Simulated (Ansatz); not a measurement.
**GaN: band-structure calculation**

The run: band-structure calculation of GaN (2 atoms in the cell). Method and program: DFT, r2SCAN, plane waves, PAW, no spin polarisation (Ansatz 0.2.0).

The structure was built on a prototype by a generator. The geometry comes from this level: r2SCAN (a point of a series of strains). It belongs to a series of runs on one base structure; here: uniaxial_x strain +1.2%.

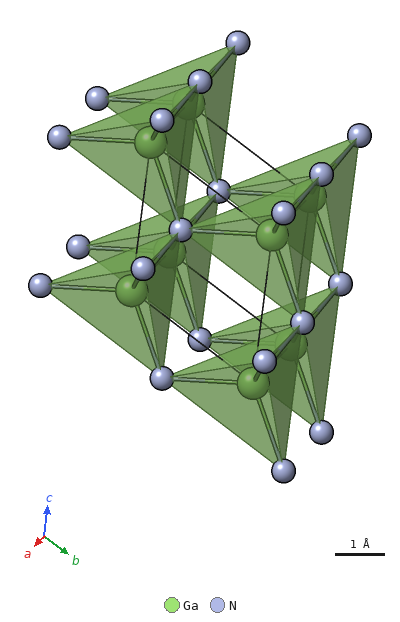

**Figure 1.** The input geometry (polyhedral view of the reduced cell, seen slightly off an axis; polyhedra are completed across the faces of the cell).

The input:
```yaml
crystal:
  lattice:
    - [0.0, 2.2489525415, 2.2489525415]
    - [2.2763897625, 0.0, 2.2489525415]
    - [2.2763897625, 2.2489525415, 0.0]
  atoms:
    - { symbol: Ga, position: [0.0, 0.0, 0.0] }
    - { symbol: "N", position: [0.25, 0.25, 0.25] }
kpoints:
  mp_grid: { grid: [10, 10, 10] }
  band_path:
    path:
      - [0.0, 0.0, 0.0]
      - [-0.5, -0.5, 0.0]
      - [-0.375, -0.375, 0.25]
      - [-0.375, 0.0, 0.375]
      - [0.0, 0.0, 0.5]
      - [-0.5, -0.25, 0.25]
    npoints: 1
hamiltonian:
  xc: r2scan
scf:
  occupations: { method: fixed }
  n_extra_bands: 4
output:
  forces: true
  stress: true
  eigenvalues: true
```

Hardware: 4 threads of an Arm (aarch64) CPU, shared host.

Launched with:
```bash
ansatz run input.yaml --threads 4 --pin off --max-ram 3686MiB --backend cpu --events-out ev --progress --plain --runs-dir out
```

What the program printed:
```
scf.n_extra_bands = 4 over 9 filled bands (N_el = 18.0): the run solves 13 bands
Engine: ansatz 0.2.0, aarch64-unknown-linux-gnu
Pseudopotentials: kind: paw
Pseudopotential: Ga, paw, valence charge 13, recommended cutoff 500 eV (meta_gga), Ga.paw.azcp
Pseudopotential: N, paw, valence charge 5, recommended cutoff 500 eV (meta_gga), N.paw.azcp
Functional definition: r2SCAN
  parameter k0 = 0.174
  parameter k1 = 0.065
  parameter a1 = 4.9479
  exchange = r2scan_x(k0 = k0, k1 = k1, a1 = a1)
  correlation = r2scan_c
Crystal: 2 atoms, lattice volume = 23.027 Å³
Basis set: ecut = 500 eV, 577 PW (Γ), exchange–correlation on 96×96×96 points (64 copies of the dense FFT grid, shifted against one another)
Bands: 13, of which v1, the nominal top of the filled ones, is band 9 counted from 1 (8 counted from 0)
Symmetry: 8 space group operations
Space group: I-4m2 (ITA 119), of the structure as read, at distance tolerance 2.8e-5 Å
k-points: 102 of 1000 (time reversal used)
Non-local potential: Ga, projectors of the file, l = 0: 2, l = 1: 2, l = 2: 3, l = 3: 1
Non-local potential: N, projectors of the file, l = 0: 2, l = 1: 2, l = 2: 1
PAW form: soft (Blöchl's): semilocal exchange-correlation on the pseudo side does not see the compensation charge
PAW frozen core: Ga, regenerated for the run's functional (the file was generated under x = pbe(κ = 0.804, μ = 0.2195149727645171), c = pbe(β = 0.06672455060314922))
PAW frozen core: N, regenerated for the run's functional (the file was generated under x = pbe(κ = 0.804, μ = 0.2195149727645171), c = pbe(β = 0.06672455060314922))
PAW one-centre angular grid: Ga, 590 points (default); XC on 160 Gauss nodes
PAW one-centre angular grid: N, 302 points (default); XC on 160 Gauss nodes
Initial density: superposition of atomic densities (neutral atoms: chi_scale 0, normalization atom), corrected by the library's trained network
Initial wavefunctions: pseudopotential atomic-orbital guess
Functional: x = r2scan, c = r2scan; τ floored in thin density (d = 2e-4 eV/Å³)
SCF iter   1: F=—  HF=-4176.339446 eV  |F-HF|=—  |Δ(HF+E_count)|=         —  Δρ=1.23e-2  dr2=1.33e-2  dr2_τ=9.15e-2  ethr=1.77e-3  ⟨swp⟩=4.4  Hψ=6088  notcnv=0  defer=137
preconditioner: auto → none  [insulator: Δε(μ)=2.034 eV  Ē_g=19.828 eV  n_scr=8 (ndim 8)  ℏωp=32.8 eV  f_vac=0.001  ε∞_Penn≈3.7]
SCF iter   2: F=—  HF=-4176.369952 eV  |F-HF|=—  |Δ(HF+E_count)|=   3.05e-2  Δρ=4.52e-3  dr2=2.94e-3  dr2_τ=1.07e-4  ethr=7.39e-5  ⟨swp⟩=2.2  Hψ=3285  notcnv=0  defer=202
SCF iter   3: F=—  HF=-4176.370034 eV  |F-HF|=—  |Δ(HF+E_count)|=   8.23e-5  Δρ=3.14e-3  dr2=7.42e-4  dr2_τ=6.30e-5  ethr=1.63e-5  ⟨swp⟩=2.1  Hψ=2353  notcnv=0  defer=203
SCF iter   4: F=—  HF=-4176.370128 eV  |F-HF|=—  |Δ(HF+E_count)|=   9.45e-5  Δρ=7.63e-4  dr2=1.05e-4  dr2_τ=3.15e-5  ethr=4.12e-6  ⟨swp⟩=3.0  Hψ=2451  notcnv=0  defer=203
SCF iter   5: F=—  HF=-4176.370117 eV  |F-HF|=—  |Δ(HF+E_count)|=   1.10e-5  Δρ=1.44e-4  dr2=4.58e-6  dr2_τ=2.51e-7  ethr=5.82e-7  ⟨swp⟩=2.1  Hψ=1769  notcnv=0  defer=31
SCF iter   6: F=—  HF=-4176.370117 eV  |F-HF|=—  |Δ(HF+E_count)|=   2.88e-7  Δρ=9.82e-5  dr2=2.16e-6  dr2_τ=1.20e-7  ethr=2.55e-8  ⟨swp⟩=2.0  Hψ=1959  notcnv=0
SCF iter   7: F=—  HF=-4176.370117 eV  |F-HF|=—  |Δ(HF+E_count)|=   2.96e-7  Δρ=4.66e-5  dr2=4.90e-7  dr2_τ=5.11e-9  ethr=1.20e-8  ⟨swp⟩=1.0  Hψ=1326  notcnv=0
SCF iter   8: F=-4176.370117 eV  HF=-4176.370117 eV  |F-HF|=1.38e-8  |Δ(HF+E_count)|=   8.89e-8  Δρ=9.62e-6  dr2=2.20e-8  dr2_τ=1.75e-10  ethr=5.56e-10  ⟨swp⟩=3.9  Hψ=6205  notcnv=0
SCF 1 converged in 8 iterations: F = -4176.370117 eV  dr2 = 2.20e-8
  greatest PAW one-centre occupation: 0.995 electrons in one spin orbital (limit 2), on the Ga atom at site 0 (counted from 0), in its partial waves of l = 2
```

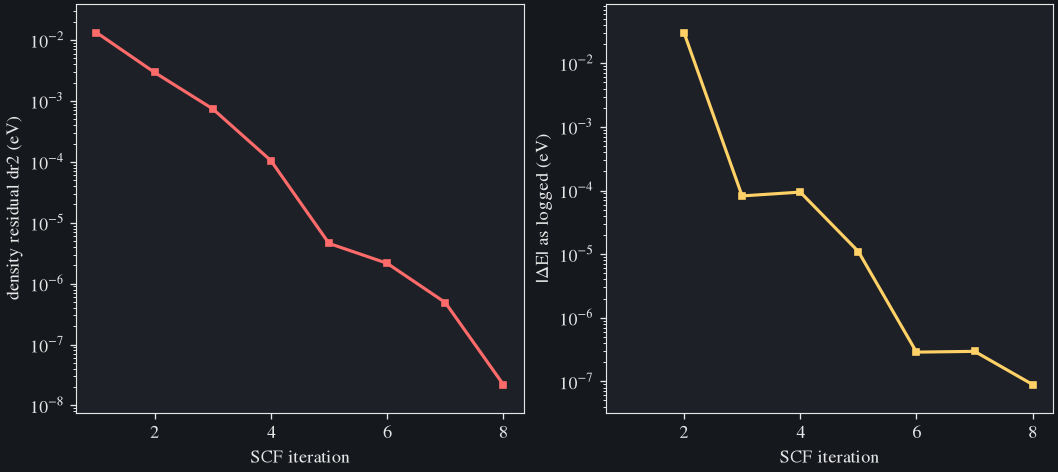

**Figure 2.** Convergence of the self-consistent field: density residual dr2 and size of the energy change against the SCF iteration. The residual falls at every step.

```
NSCF: frozen V_eff on 6 k-points
SCF converged after 8 iterations
Free energy (F): -4176.370117 eV
Harris-Foulkes:  -4176.370117 eV  (|F-HF|=1.38e-8)
Internal energy: -4176.370117 eV  (E = F + TS)
E sigma→0 (E₀):  -4176.370117 eV
Fermi energy:    9.301483 eV
--- Per-component energies (eV) ---
  E_band       = -17.987132
  E_kinetic    = 246.560280
  E_local      = -1957.925042  (includes V_loc(G=0)·N_el)
  E_nonlocal   = 476.337236
  E_hartree    = 902.419879
  E_xc         = -121.575274
  E_vxc        = -143.369349  (∫ρ·V_xc dr)
  E_paw        = -2137.251869  (= ΣΔE_a)
  E_vpaw       = -452.271203  (= ΣTr[D̂ρ^β])
  E_aug_tail   = -0.000022  (compensation charges beyond the density's cutoff)
  E_vtau       = 7.842887  (kinetic-family band-sum trace: ∫τ·v_τ [+ j·A + Jᵃ·Aᵃ] dr)
  E_ewald      = -1584.252670
  E_core_change = -0.682634  (= ΣΔE_core)
  E_smearing   = -0.000000  (= −TS)
  E_closure    = 0.000000  (closes the sum)
  Σ components = -4176.370117   (vs F -4176.370117, Δ=0.00e0)
--- Forces (eV/Å), atoms counted from 1 ---
  atom   1  Ga     0.00000000     0.00000000     0.00000000
  atom   2  N      0.00000000     0.00000000    -0.00000000
  max |Σ_I F_I| component: 0.00e0 eV/Å
--- Stress (GPa, compression-positive) ---
       -3.438519       0.000000       0.000000
        0.000000      -1.783355       0.000000
        0.000000       0.000000      -1.783355
  P = ⅓ Tr σ = -2.3351 GPa (-23.351 kbar)
--- Band table (eV; the first three rows and the last of 102) ---
  k-point 0: bands = ["-7.3943", "-4.6129", "-4.6001", "-4.6001", "-4.2689", "-4.2689", "9.2437", "9.3015", "9.3015", "11.3685", "20.2534", "20.2534", "20.2901"]
  k-point 1: bands = ["-7.2866", "-4.5958", "-4.5863", "-4.5617", "-4.2704", "-4.2697", "8.1866", "9.1521", "9.1960", "12.2267", "19.7623", "20.4299", "20.4411"]
  k-point 2: bands = ["-7.0131", "-4.5626", "-4.5539", "-4.3968", "-4.2699", "-4.2672", "6.3297", "8.8773", "8.9361", "13.3654", "18.9783", "20.6727", "20.7215"]
  k-point 101: bands = ["-6.2653", "-4.4484", "-4.4122", "-4.2771", "-4.2411", "-2.4773", "3.5215", "5.6205", "5.6959", "15.5289", "18.1086", "20.4936", "21.2219"]
```

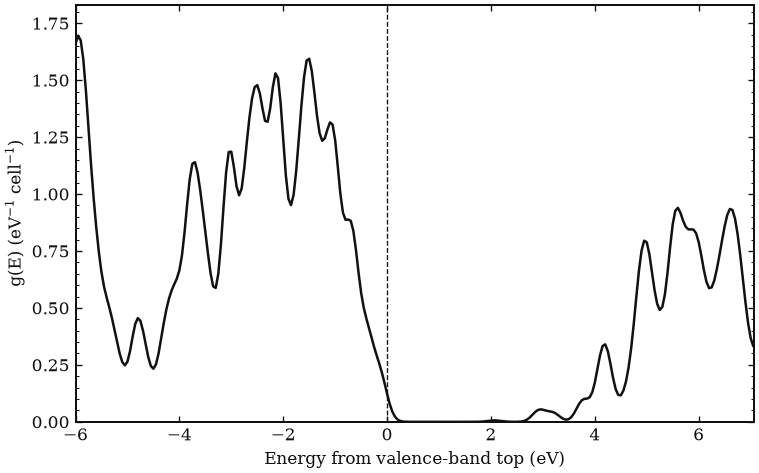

**Figure 3.** Density of states (the curve is built from the levels of the k mesh with Gaussians 0.3 eV wide, which also blur the band edges), with energies from the valence-band top. There is a gap of 2.07 eV on the k-point mesh. Small ripples come from the finite k-point mesh.

Results in brief:

```json
{"quantity": "outcome", "value": "converged"}
{"quantity": "space group (tolerance 0.01 Å)", "value": "I-4m2 (119)"}
{"quantity": "electrons treated", "value": "18"}
{"quantity": "free energy", "value": "−4176.3701 eV"}
{"quantity": "Fermi energy", "value": "9.301 eV"}
{"quantity": "gap on the k-point mesh", "value": "2.07 eV"}
{"quantity": "pressure", "value": "−2.34 GPa"}
{"quantity": "largest force (length of the vector)", "value": "under 0.001 eV/Å"}
{"quantity": "wall time", "value": "3 s (CPU time 9.6 s)"}
{"quantity": "peak memory", "value": "0.4 GiB"}
```
